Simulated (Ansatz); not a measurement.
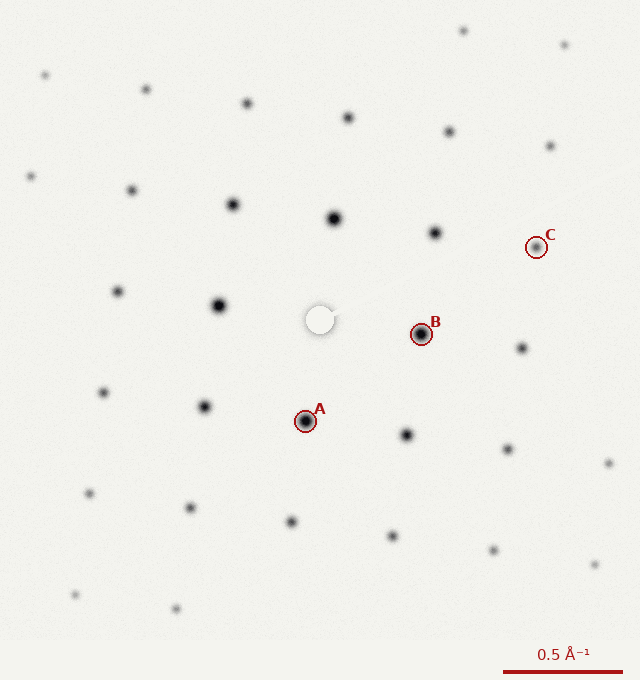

Kinematic zone-axis pattern, calculated for 80 keV electrons with B = 0.8 Å². The zone axis points towards the electron source and the pattern is seen from the source side.

Ti, space group Im-3m (No. 229), a = 3.28 Å. Structure: the geometry relaxed with Ansatz, DFT, revPBE, plane waves (420 eV) with PAW, scalar-relativistic; the starting structure was generated, so it need not be a known form of this composition.

```
Ti
1.0
     3.28442    0.00000    0.00000
     0.00000    3.28442    0.00000
     0.00000    0.00000    3.28442
Ti
2
Direct
  0.00000 0.00000 0.00000
  0.50000 0.50000 0.50000
```

Spot A is indexed -1 -1 0 and spot B 1 -1 0.

Q: Index the other marked spot.

A: C = −A + 2B = 3 -1 0 (d = 1.039 Å).

Q: Which zone axis is this?

A: The cross product of A and B is parallel to [001]; every spot obeys hu + kv + lw = 0.

Q: What are the spacings of A and B and the angle between them?

A: d(A) = 2.322 Å, d(B) = 2.322 Å, and the angle is 90.0°.
